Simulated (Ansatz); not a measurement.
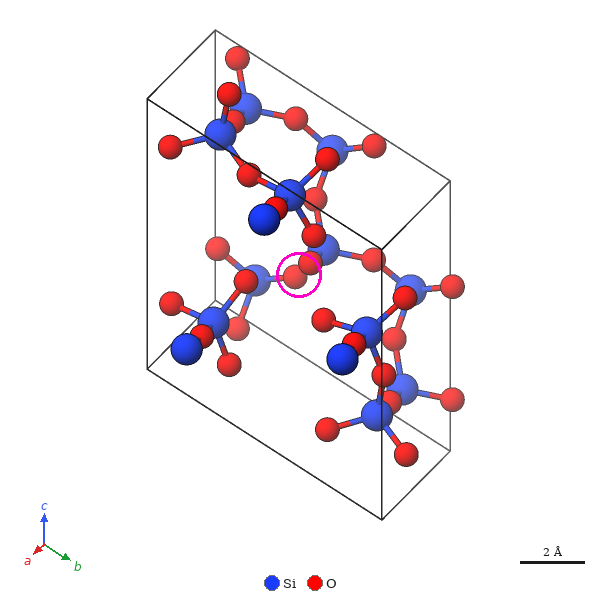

The crystal in a ball-and-stick representation, seen slightly off an axis. The parallelepiped is the supercell. The host is SiO2, in a cell of 36 sites, and the cell is neutral. A ring marks the defect's site.

**What kind of defect was put in?**

A silicon vacancy. Around the empty site lie four O at about 1.5 to 1.7 Å.

The calculation used Ansatz 0.2.0, DFT PBE, scalar-relativistic, plane waves, PAW, with plane-wave cutoff 420 eV, k-grid 2×2×2, Gaussian smearing of 0.01 eV, collinear spins.

**Is the defect spin-polarised?**

Yes, 4.0 μB in the cell.

The atoms were relaxed in the host's cell with DFT PBE, scalar-relativistic, plane waves, PAW (Ansatz 0.2.0).
